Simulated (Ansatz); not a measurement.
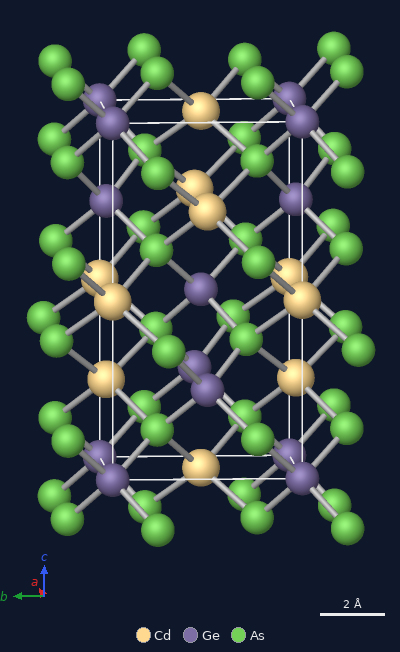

This is a crystal of CdGeAs2 (built on the database structure type) at its r2SCAN-relaxed geometry. A ball-and-stick model of the conventional cell (2 times the calculation's cell), seen from a free direction. Lengths and directions refer to the drawn axes.

The calculation used DFT, HSE06, plane waves, PAW in Ansatz 0.2.0. (plane-wave cutoff 420 eV; k-point mesh 4 × 4 × 4; occupations fermi dirac; smearing width 0.02 eV; no spin polarisation)

The variant: The cell is strained by −1.2 % along c and +1.0 % across it (volume +0.7 %). The atoms and the free axis were relaxed with r2SCAN under that strain, and this is a single point on that geometry.

> What does the calculation give for the changed structure?

The energy rises by 1.2 meV per atom. The pressure goes from 0.1 to −0.4 GPa. The principal stresses (compression positive) are 0.2 GPa along c and −0.7 GPa across it. The largest forces, 0.041 eV/Å, act on 4 As atoms of the calculation's cell. The band gap goes from 0.45 to 0.36 eV. Some distances before and after: As–Cd 2.647 → 2.660 Å, As–Ge 2.446 → 2.450 Å. The space group stays I-42d (No. 122).
